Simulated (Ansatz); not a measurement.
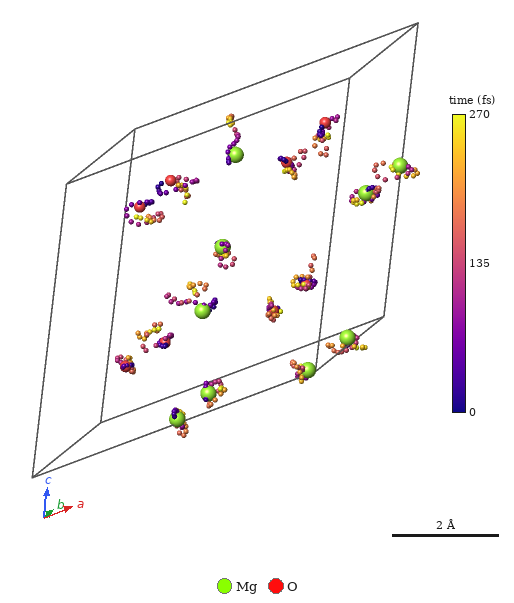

First-principles dynamics of MgO with an interstitial Mg (17 atoms in the cell), 270 fs long. Dots mark each atom's position at evenly spaced times, coloured by time; spheres stand at the starting positions. Seen slightly off an axis in the reduced simulation cell.

All numbers below come from Ansatz, DFT PBE, scalar-relativistic, plane waves, PAW. Set-up: plane-wave cutoff 420 eV; k-point mesh 2 × 2 × 2; Fermi-Dirac smearing 0.05 eV; low-accuracy preset; Nosé-Hoover thermostat (NVT); set temperature 1200 K; time step 1 fs; thermostat time 50.0 fs.

**What do the traces tell about the motion?**

Root-mean-square distances from the starting positions over the second half, with the common drift of all atoms taken out: Mg 0.42 Å, O 0.35 Å. Against the typical shortest distance between atoms in the first frame, about 1.9 Å these are wide excursions, but the first-neighbour bonds of the start all hold: the network flexes, or its layers or units shift against each other, without breaking. The conserved quantity stays between −0.038 and 0.34 meV per atom of its start. A straight-line fit has a slope that amounts to −0.017 meV per atom over 270 fs (under 0.1 % of the mean kinetic energy), its mean offset in the second half is 0.1 %, and the ripple about the line is 0.1 % of the kinetic energy's fluctuation. With a drift under 2 % and a ripple under 7 %, the integration is accurate.

Limits of the set-up: the k-point mesh is coarse for a cell with partly filled bands; the program's low-accuracy preset was used; the periodic images lie only 5.9 Å apart, so the values are limited by the cell's size.

Cost: 11 min on 1 thread of Intel(R) Xeon(R) Platinum 8488C (Sapphire Rapids), on a shared host, peak memory 0.54 GiB.

PAW datasets: the set soft_1.
